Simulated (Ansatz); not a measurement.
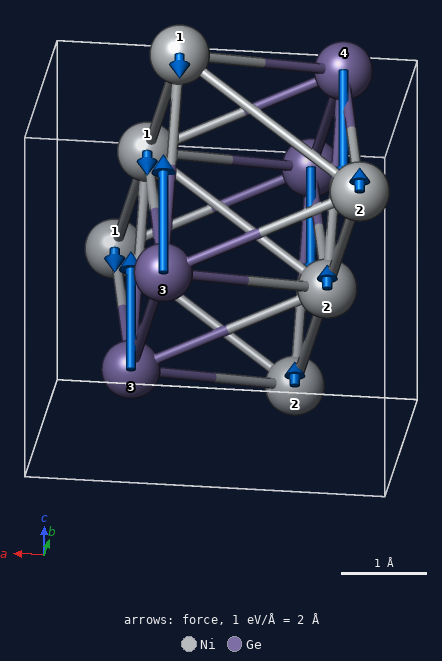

Starting geometry of crystalline NiGe (built on the AuCd (B19)_51 type) (coarse preliminary run) with the computed forces as blue arrows. Style: ball-and-stick. Shown: the cell of the calculation, repeated 1 × 2 × 1 with one cell outlined, from a free direction.

Case: AuCd (B19) type (Pmma, No. 51).

Theory: DFT PBE, scalar-relativistic, plane waves, PAW in Ansatz. (plane-wave cutoff 420 eV; k-point mesh 4 × 6 × 4; occupations gaussian; smearing width 0.1 eV; no spin polarisation; cell and atoms relaxed; force threshold 0.04 eV/Å; at most 70 steps)

Q: Is this structure relaxed? If not, where do the atoms go?

A: It isn't relaxed: the largest force vector, on Ge atoms, is 0.77 eV/Å. The atoms end up moving mostly along the starting forces (cosine between the two patterns 1.00). Over 5 accepted moves (6 points after the start) the energy falls by 31.9 meV per atom. Largest force component: 0.77 eV/Å at the start, 0.016 eV/Å at the end. Pressure: −2.20 GPa at the start and 0.07 GPa at the end. At 1 point the geometry stayed and the basis and grid were re-selected for the new cell (energy shift of 0.1 meV per atom at most each time). The largest moves relative to the cell, 0.065 Å, are those of Ge3 and Ge4. Ge4 goes along −c. By element the largest moves are Ge 0.065 Å, Ni 0.008 Å. The volume changes by −1.4 %, with a 4.301 → 4.541 Å (+5.6 %), b 2.846 → 2.795 Å (−1.8 %), c 4.391 → 4.175 Å (−4.9 %). Some distances before and after: Ni1–Ge3 2.613 → 2.448 Å, Ge3–Ge4 2.711 → 2.836 Å, Ni1–Ge4 2.636 → 2.706 Å, Ni1–Ni1 2.846 → 2.795 Å. The space group stays Pmma (No. 51).
